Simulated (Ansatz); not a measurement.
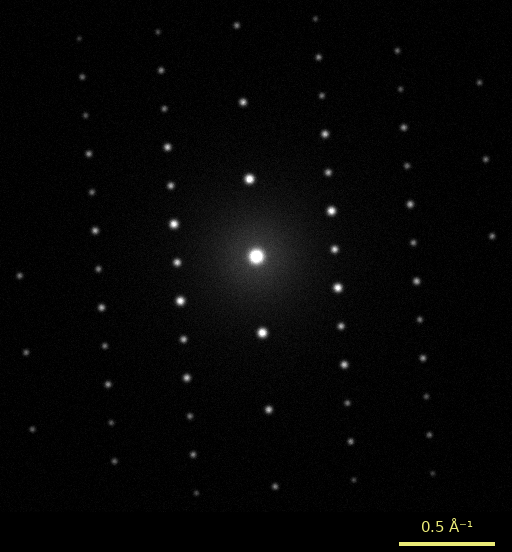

Kinematic zone-axis pattern, calculated for 80 keV electrons with B = 0.8 Å².

Phase: Mo, space group P6_3/mmc (No. 194), a = 2.771 Å, c = 4.918 Å (hexagonal axes). Structure: coordinates from a relaxation with Ansatz 0.2.0, DFT, RPBE, plane waves (420 eV) with PAW, scalar-relativistic; the starting structure was generated, so it need not be a known form of this composition.

Measure the pattern against the scale bar and name the zone.

Answer. The spots form a rectangular net whose two shortest vectors correspond to d = 4.92 Å and 2.40 Å, 90.0° apart. They index as 0 0 1 (itself extinct) and 0 1 0, so the zone axis is ±[100] (or an equivalent direction of <100>).
